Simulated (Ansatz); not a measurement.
Geometry relaxation of CHSi6 (part 2 of 3)

The same run, continued: CHSi6 (slab, 8 atoms in the cell); DFT PBEsol, scalar-relativistic, plane waves, PAW, spin-polarised (Ansatz 0.2.0); cutoff 420 eV, 9×9×1 k-mesh, Gaussian smearing of 0.05 eV, collinear spins. The structure derives from a Materials Project entry. The input holds or restrains some coordinates. Forces given for the steps count only the free coordinates. It belongs to a series of runs on one base structure; here: CH put at a hollow Si-Si site.

Geometry of the input (Å; fractional positions):
```
3.8249  0.0000  0.0000
-1.9124  3.3125  0.0000
0.0000  0.0000  27.2211
Si 0.6667  0.3333  0.3123
Si 0.3333  0.6667  0.3415
Si 0.3333  0.6667  0.4284
Si 0.6667  0.3333  0.4564
Si 0.6667  0.3333  0.5443
Si 0.3333  0.6667  0.5690
C  0.0000  0.0000  0.5337
H  0.0000  0.0000  0.5741
```

Output, continued:
```
SCF iter   1: F=—  HF=-3985.375944 eV  |F-HF|=—  |Δ(HF+E_count)|=         —  Δρ=5.60e-3 (↑5.60e-3 ↓5.25e-3)  dr2=2.93e-1  dr2_m=1.47e-2  M=0.778 μB ∫|m|=0.844 μB  β_m=1.20  ethr=9.23e-4  p=0.017 e·Å  D=8.84e-3 V/Å  ΔV_dip=-0.24 eV  dr2_dipole=1.31e-2  V_vac-E_F(+/−)=4.58/4.82 eV  ⟨swp⟩=1.4  Hψ=3040  notcnv=0  defer=49
efield: sawtooth ramp at fractional position 0.9232 (handed on by an earlier solve), width 0.0400; the density the first Hamiltonian is built on has a dipole p = 0.017 e·Å; the dipole correction subtracts the counter field D = 8.84e-3 V/Å, which shifts the + side's vacuum level by -0.24 eV against the − side's; the planar-averaged density in the ramp window peaks in size at 5.4e-7 e/Å³
eigensolver tolerance schedule calibrated: the retry pair's looser diagonalisation under-reported the residual by θ = 0.09 (0.17/decade); ethr = c·dr2/N_el runs at the constant in force after the calibration composes with the one it found (an armed cap, an earlier calibration), c = 3.6e-2
preconditioner: auto → LDOS  [metal: Δε(μ)=0.103 eV  Ē_g=8.411 eV  σ=0.050 eV  W_gap=0.50  n_scr=14 (ndim 8)  ℏωp=10.8 eV  f_vac=0.582  D(μ)=0.31/eV (n_scr^D=2)]
spin=Collinear: LDOS preconditioning applied to the charge; magnetization (m = ρ↑ − ρ↓) channel mixes plain (no charge-response kernel on spin).
SCF iter   2: F=—  HF=-3985.351302 eV  |F-HF|=—  |Δ(HF+E_count)|=   2.46e-2  Δρ=2.99e-3 (↑2.99e-3 ↓2.97e-3)  dr2=6.57e-2  dr2_m=1.60e-4  M=0.778 μB ∫|m|=0.807 μB  β_m=1.20  ethr=3.66e-4  p=0.005 e·Å  D=2.75e-3 V/Å  ΔV_dip=-0.07 eV  dr2_dipole=1.14e-3  V_vac-E_F(+/−)=4.72/4.80 eV  ⟨swp⟩=2.2  Hψ=926  notcnv=0  defer=61  κ⁻¹=1.0e0(r=1)
preconditioner: auto → none  [insulator: Δε(μ)=0.099 eV  Ē_g=8.411 eV  σ=0.050 eV  W_gap=0.50  n_scr=14 (ndim 8)  ℏωp=10.8 eV  f_vac=0.582  D(μ)=0.33/eV (n_scr^D=2)  ε∞_Penn≈2.6]
density mixer auto → broyden: gapped, with few screened modes (density of states about μ 0.75 of a free-electron gas's, 14 screened modes)
SCF iter   3: F=—  HF=-3985.339637 eV  |F-HF|=—  |Δ(HF+E_count)|=   1.17e-2  Δρ=1.37e-3 (↑1.34e-3 ↓1.37e-3)  dr2=1.43e-2  dr2_m=5.03e-5  M=0.778 μB ∫|m|=0.806 μB  β_m=1.20  ethr=8.20e-5  p=0.005 e·Å  D=2.65e-3 V/Å  ΔV_dip=-0.07 eV  dr2_dipole=1.22e-3  V_vac-E_F(+/−)=4.69/4.76 eV  ⟨swp⟩=2.0  Hψ=955  notcnv=0  defer=62  κ⁻¹=9.2e-2(r=2)
SCF iter   4: F=—  HF=-3985.341525 eV  |F-HF|=—  |Δ(HF+E_count)|=   1.89e-3  Δρ=5.44e-4 (↑4.84e-4 ↓5.44e-4)  dr2=6.56e-2  dr2_m=3.46e-5  M=0.796 μB ∫|m|=0.820 μB  β_m=1.20  ethr=1.79e-5  p=-0.010 e·Å  D=-5.45e-3 V/Å  ΔV_dip=0.15 eV  dr2_dipole=2.80e-2  V_vac-E_F(+/−)=4.82/4.67 eV  ⟨swp⟩=2.1  Hψ=931  notcnv=0  defer=64  κ⁻¹=5.8e-2(r=3)
SCF iter   5: F=—  HF=-3985.338295 eV  |F-HF|=—  |Δ(HF+E_count)|=   3.23e-3  Δρ=3.08e-4 (↑2.95e-4 ↓3.08e-4)  dr2=2.23e-3  dr2_m=4.71e-6  M=0.778 μB ∫|m|=0.806 μB  β_m=1.20  ethr=1.79e-5  p=0.004 e·Å  D=2.14e-3 V/Å  ΔV_dip=-0.06 eV  dr2_dipole=5.84e-4  V_vac-E_F(+/−)=4.71/4.77 eV  ⟨swp⟩=1.5  Hψ=697  notcnv=0  defer=62  κ⁻¹=4.6e-3(r=4)
SCF iter   6: F=—  HF=-3985.338293 eV  |F-HF|=—  |Δ(HF+E_count)|=   1.78e-6  Δρ=1.74e-4 (↑1.71e-4 ↓1.74e-4)  dr2=4.00e-4  dr2_m=6.87e-7  M=0.778 μB ∫|m|=0.806 μB  β_m=1.20  ethr=2.78e-6  p=0.002 e·Å  D=9.32e-4 V/Å  ΔV_dip=-0.03 eV  dr2_dipole=1.07e-5  V_vac-E_F(+/−)=4.72/4.74 eV  ⟨swp⟩=1.9  Hψ=663  notcnv=0  defer=60  κ⁻¹=1.1e-3(r=5)
iter 7 did not close the SCF: its close was put off for a magnetic moment that had not settled (scf_convergence_deferred on its scf_iter line)
SCF iter   7: F=-3985.338375 eV  HF=-3985.338352 eV  |F-HF|=2.31e-5  |Δ(HF+E_count)|=   5.95e-5  Δρ=6.53e-5 (↑6.53e-5 ↓6.20e-5)  dr2=4.29e-5  dr2_m=5.05e-7  M=0.778 μB ∫|m|=0.806 μB  β_m=1.20  ethr=1.25e-7  p=0.001 e·Å  D=7.02e-4 V/Å  ΔV_dip=-0.02 eV  dr2_dipole=2.67e-8  V_vac-E_F(+/−)=4.73/4.75 eV  ⟨swp⟩=20.3  Hψ=6134  notcnv=0  κ⁻¹=2.2e-4(r=6)
SCF iter   8: F=-3985.338380 eV  HF=-3985.338376 eV  |F-HF|=4.04e-6  |Δ(HF+E_count)|=   2.32e-5  Δρ=2.46e-5 (↑2.40e-5 ↓2.46e-5)  dr2=7.51e-6  dr2_m=5.65e-8  M=0.778 μB ∫|m|=0.806 μB  ethr=5.35e-8  p=0.001 e·Å  D=5.86e-4 V/Å  ΔV_dip=-0.02 eV  dr2_dipole=3.01e-7  V_vac-E_F(+/−)=4.73/4.75 eV  ⟨swp⟩=14.5  Hψ=5060  notcnv=0
SCF 2 converged in 8 iterations: F = -3985.338380 eV  dr2 = 7.51e-6
[... from here on the iterations of each SCF are left out, up to the last one ...]
relax step   2: F+E_penalty+E_count = -3985.33837963 eV  Δ(F+E_penalty+E_count) = -5.226e-1 eV  max|allowed force component| = 1.890e0 eV/Å  Δτ_max = 0.1947 Å  (8 SCF iters, dr2 threshold 1.00e-4 eV, accepted)
efield: sawtooth ramp at fractional position 0.9232 (handed on by an earlier solve), width 0.0400; the density the first Hamiltonian is built on has a dipole p = 0.001 e·Å; the dipole correction subtracts the counter field D = 5.87e-4 V/Å, which shifts the + side's vacuum level by -0.02 eV against the − side's; the planar-averaged density in the ramp window peaks in size at 8.0e-7 e/Å³
preconditioner: auto → none  [insulator: Δε(μ)=0.065 eV  Ē_g=8.399 eV  σ=0.050 eV  W_gap=0.52  n_scr=14 (ndim 8)  ℏωp=10.8 eV  f_vac=0.580  D(μ)=2.11/eV (n_scr^D=8)  ε∞_Penn≈2.6]
density mixer auto → broyden: gapped, with few screened modes (density of states about μ 0.70 of a free-electron gas's, 14 screened modes)
SCF 3 converged in 8 iterations: F = -3985.586011 eV  dr2 = 1.08e-5
relax step   3: F+E_penalty+E_count = -3985.58601089 eV  Δ(F+E_penalty+E_count) = -2.476e-1 eV  max|allowed force component| = 1.662e0 eV/Å  Δτ_max = 0.1949 Å  (8 SCF iters, dr2 threshold 1.00e-4 eV, accepted)
efield: sawtooth ramp at fractional position 0.9232 (handed on by an earlier solve), width 0.0400; the density the first Hamiltonian is built on has a dipole p = -0.000 e·Å; the dipole correction subtracts the counter field D = -9.20e-5 V/Å, which shifts the + side's vacuum level by +0.00 eV against the − side's; the planar-averaged density in the ramp window peaks in size at 5.2e-7 e/Å³
preconditioner: auto → none  [insulator: Δε(μ)=0.110 eV  Ē_g=8.355 eV  σ=0.050 eV  W_gap=0.67  n_scr=14 (ndim 8)  ℏωp=10.8 eV  f_vac=0.573  D(μ)=2.12/eV (n_scr^D=8)  ε∞_Penn≈2.7]
density mixer auto → broyden: gapped, with few screened modes (density of states about μ 0.73 of a free-electron gas's, 14 screened modes)
SCF 4 converged in 9 iterations: F = -3985.750514 eV  dr2 = 2.30e-6
relax step   4: F+E_penalty+E_count = -3985.75051399 eV  Δ(F+E_penalty+E_count) = -1.645e-1 eV  max|allowed force component| = 3.447e-1 eV/Å  Δτ_max = 0.1927 Å  (9 SCF iters, dr2 threshold 1.00e-4 eV, accepted)
efield: sawtooth ramp at fractional position 0.9232 (handed on by an earlier solve), width 0.0400; the density the first Hamiltonian is built on has a dipole p = -0.000 e·Å; the dipole correction subtracts the counter field D = -2.76e-5 V/Å, which shifts the + side's vacuum level by +0.00 eV against the − side's; the planar-averaged density in the ramp window peaks in size at 6.0e-7 e/Å³
preconditioner: auto → none  [insulator: Δε(μ)=0.050 eV  Ē_g=8.289 eV  σ=0.050 eV  W_gap=0.50  n_scr=14 (ndim 8)  ℏωp=10.8 eV  f_vac=0.566  D(μ)=3.58/eV (n_scr^D=10)  ε∞_Penn≈2.7]
preconditioner: auto → LDOS  [metal: Δε(μ)=0.024 eV  Ē_g=8.306 eV  σ=0.050 eV  W_gap=0.26  n_scr=14 (ndim 8)  ℏωp=10.8 eV  f_vac=0.566  D(μ)=2.53/eV (n_scr^D=8)]
spin=Collinear: LDOS preconditioning applied to the charge; magnetization (m = ρ↑ − ρ↓) channel mixes plain (no charge-response kernel on spin).
density mixer auto → msr1: a metal under ldos (density of states about μ 0.71 of a free-electron gas's, 14 screened modes)
SCF 5 converged in 8 iterations: F = -3985.772966 eV  dr2 = 6.88e-7
relax step   5: F+E_penalty+E_count = -3985.77296612 eV  Δ(F+E_penalty+E_count) = -2.245e-2 eV  max|allowed force component| = 3.162e-1 eV/Å  Δτ_max = 0.1980 Å  (8 SCF iters, dr2 threshold 7.43e-6 eV, accepted)
efield: sawtooth ramp at fractional position 0.9232 (handed on by an earlier solve), width 0.0400; the density the first Hamiltonian is built on has a dipole p = 0.006 e·Å; the dipole correction subtracts the counter field D = 3.34e-3 V/Å, which shifts the + side's vacuum level by -0.09 eV against the − side's; the planar-averaged density in the ramp window peaks in size at 8.5e-7 e/Å³
preconditioner: auto → LDOS  [metal: Δε(μ)=0.023 eV  Ē_g=8.313 eV  σ=0.050 eV  W_gap=0.24  n_scr=14 (ndim 8)  ℏωp=10.8 eV  f_vac=0.569  D(μ)=3.09/eV (n_scr^D=10)]
spin=Collinear: LDOS preconditioning applied to the charge; magnetization (m = ρ↑ − ρ↓) channel mixes plain (no charge-response kernel on spin).
density mixer auto → msr1: a metal under ldos (density of states about μ 0.70 of a free-electron gas's, 14 screened modes)
SCF 6 converged in 8 iterations: F = -3985.783933 eV  dr2 = 1.90e-7
relax step   6: F+E_penalty+E_count = -3985.78393281 eV  Δ(F+E_penalty+E_count) = -1.097e-2 eV  max|allowed force component| = 2.641e-2 eV/Å  Δτ_max = 0.0552 Å  (8 SCF iters, dr2 threshold 6.25e-6 eV, accepted)
iter 1 solved again at ethr=6.45e-10 eV; its pass at ethr=3.10e-3 eV (dr2=1.87e-7 eV) is discarded
SCF iter   1: F=—  HF=-3985.783933 eV  |F-HF|=—  |Δ(HF+E_count)|=         —  Δρ=1.90e-6 (↑1.79e-6 ↓1.90e-6)  dr2=1.90e-7  dr2_m=1.77e-9  M=1.021 μB ∫|m|=1.039 μB  β_m=1.20  ethr=6.45e-10  p=0.006 e·Å  D=2.92e-3 V/Å  ΔV_dip=-0.08 eV  dr2_dipole=4.12e-8  V_vac-E_F(+/−)=4.60/4.68 eV  ⟨swp⟩=1.0  Hψ=1680  notcnv=0
efield: sawtooth ramp at fractional position 0.9232 (handed on by an earlier solve), width 0.0400; the density the first Hamiltonian is built on has a dipole p = 0.006 e·Å; the dipole correction subtracts the counter field D = 2.92e-3 V/Å, which shifts the + side's vacuum level by -0.08 eV against the − side's; the planar-averaged density in the ramp window peaks in size at 9.2e-7 e/Å³
preconditioner: auto → LDOS  [metal: Δε(μ)=0.049 eV  Ē_g=8.307 eV  σ=0.050 eV  W_gap=0.44  n_scr=14 (ndim 8)  ℏωp=10.8 eV  f_vac=0.569  D(μ)=3.10/eV (n_scr^D=10)]
spin=Collinear: LDOS preconditioning applied to the charge; magnetization (m = ρ↑ − ρ↓) channel mixes plain (no charge-response kernel on spin).
SCF iter   2: F=-3985.783933 eV  HF=-3985.783933 eV  |F-HF|=4.21e-8  |Δ(HF+E_count)|=   1.22e-8  Δρ=1.23e-6 (↑1.20e-6 ↓1.23e-6)  dr2=9.00e-8  dr2_m=9.40e-11  M=1.021 μB ∫|m|=1.039 μB  ethr=3.45e-10  p=0.006 e·Å  D=2.92e-3 V/Å  ΔV_dip=-0.08 eV  dr2_dipole=2.32e-8  V_vac-E_F(+/−)=4.60/4.68 eV  ⟨swp⟩=8.2  Hψ=3571  notcnv=0
SCF 7 converged in 2 iterations: F = -3985.783933 eV  dr2 = 9.00e-8
relax step   7: F+E_penalty+E_count = -3985.78393291 eV  Δ(F+E_penalty+E_count) = -9.457e-8 eV  max|allowed force component| = 2.640e-2 eV/Å  Δτ_max = 0.0000 Å  (2 SCF iters, accepted)
```

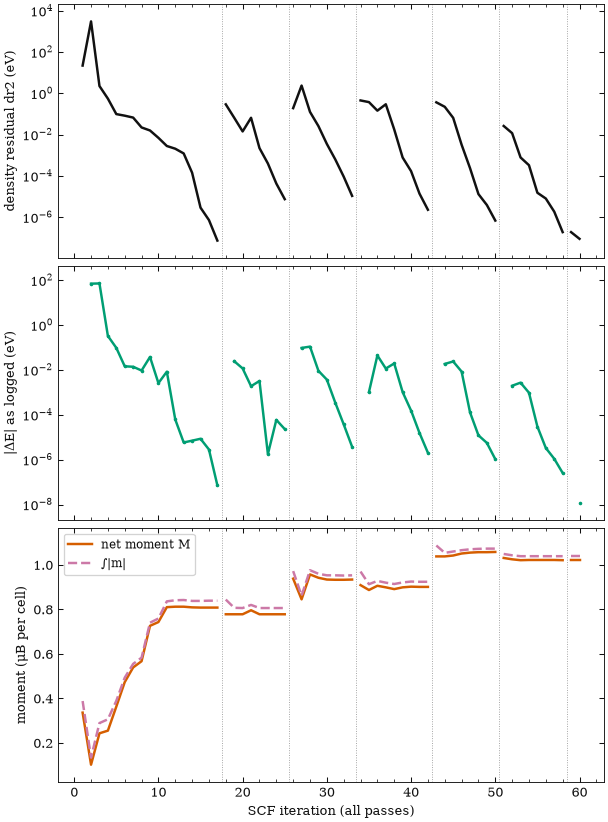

Convergence of the self-consistent field: density residual dr2, size of the energy change and magnetic moment against the SCF iteration. The dotted lines part the SCF passes of the relaxation: geometry steps, rejected trials and re-solves on a re-selected basis. The 7 passes take 2 to 17 iterations each, 60 in all. The net moment goes from 0.3 to 1.0 μB per cell.

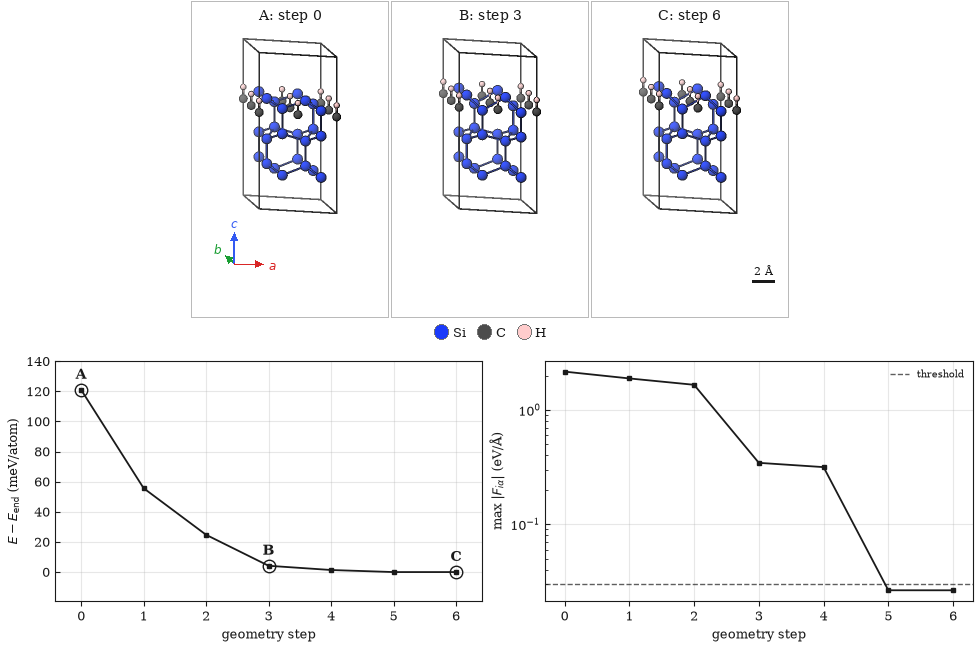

Frames of the restrained relaxation (ball-and-stick view of the 2 × 2 repeat of the cell, with the vacuum cut short, seen slightly off an axis) above the curves, on which the letters mark them (the first geometry is step 0 here and step 1 in the log).

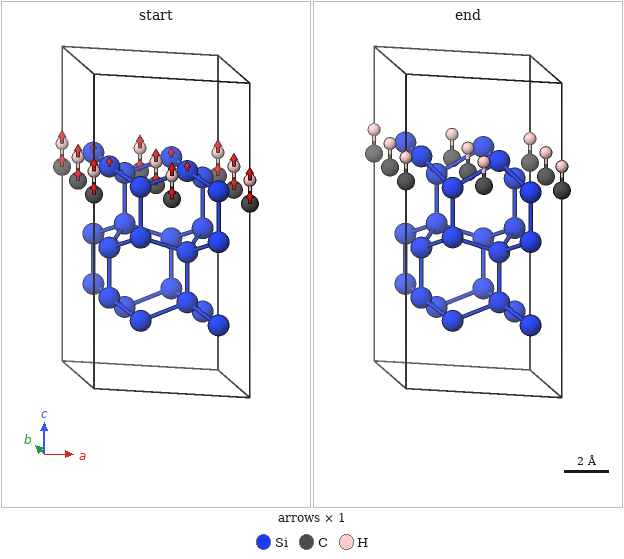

Before (left) and after (right) the restrained relaxation, at one scale (ball-and-stick view of the 2 × 2 repeat of the cell, with the vacuum cut short, seen slightly off an axis). The red arrows give the displacements, at true length. The largest move is that of H8, 0.65 Å. By element the largest moves are H 0.65 Å, C 0.62 Å, Si 0.48 Å. The lattice vectors keep their values. Distances before and after: Si5–Si6 2.308 → 2.509 Å, Si4–Si5 2.393 → 2.338 Å, C7–H8 1.100 → 1.130 Å. Among the angles that change: Si6–Si5–Si6 111.9° → 99.3°, Si4–Si5–Si6 106.9° → 118.4°. Over 6 geometry steps the energy falls by 121 meV per atom. Largest force component: 2.2 eV/Å at the start, 0.026 eV/Å at the end. (Atoms are counted from 1 in the order of the input.)
